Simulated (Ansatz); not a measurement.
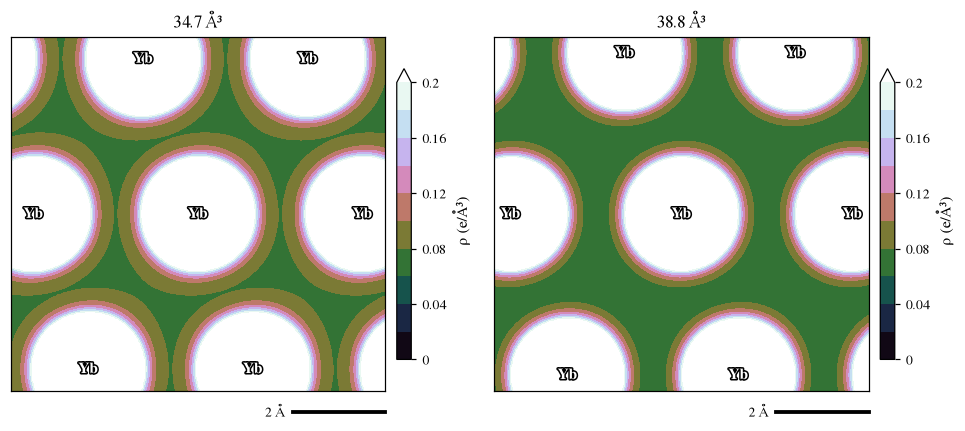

Yb. The valence charge density (pseudo) of cells scaled evenly to different volumes (given per atom above each panel), on the (001) plane of each (indices in the axes of the cell below), at one length scale and on one colour scale.

A generated structure, not necessarily the stable one; computed without spin polarisation; no Hubbard U on the f states and no spin–orbit coupling.

Computed with Ansatz, DFT, PBE, plane waves (420 eV) with PAW, scalar-relativistic.

The largest cell:

```
Yb
1.0
    -2.13332    2.13332    2.13332
     2.13332   -2.13332    2.13332
     2.13332    2.13332   -2.13332
Yb
1
Direct
  0.00000 0.00000 0.00000
```

| volume (Å³/atom) | Yb–Yb contact in the plane (Å) | ρ at its midpoint (e/Å³) | 
| --- | --- | --- |
| 34.67 | 3.558 | 0.080 | 
| 37.45 | 3.650 | ? | 
| 38.84 | 3.695 | 0.070 | 

**What values belong in the row with question marks?**

Over the known rows ln ρ falls by 0.97 per Å of Yb–Yb distance (the line through the two), which gives 0.073 e/Å³ at 3.650 Å; the calculation gives 0.073 e/Å³.
